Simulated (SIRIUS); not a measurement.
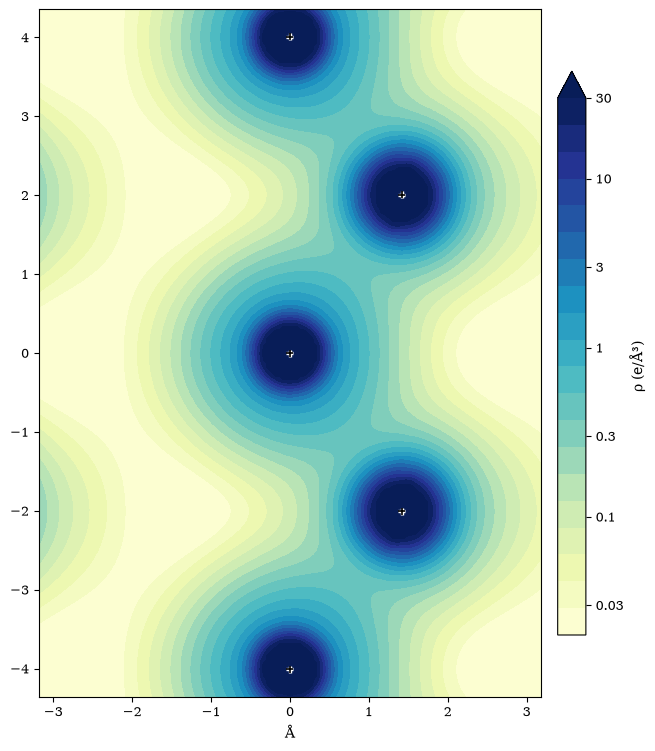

The total electron density on a plane through atoms (crosses mark nuclei in the plane).

Level of theory: SIRIUS, Kohn-Sham DFT of a periodic cell, PBEsol, all-electron FP-LAPW.

Candidates:
A. HfC, a = 5.70 Å, b = 3.29 Å, c = 3.29 Å, α = 90.00°, β = 125.26°, γ = 90.00°. Space group P1; not relaxed (largest force 0.4 eV/Å).
B. ZnSe, a = 5.67 Å, b = 5.67 Å, c = 5.67 Å, α = 90.00°, β = 90.00°, γ = 90.00°. Space group F-43m.
C. Sb, a = 4.31 Å, b = 4.31 Å, c = 4.51 Å, α = 61.44°, β = 61.44°, γ = 60.00°. Space group P-1.

Q: Which system is this?

A: Candidate B: ZnSe on the (110) plane of the conventional cell, which holds Se and Zn. Zn–Se (2.45 Å): the density is about 0.46 e/Å³ at the midpoint.
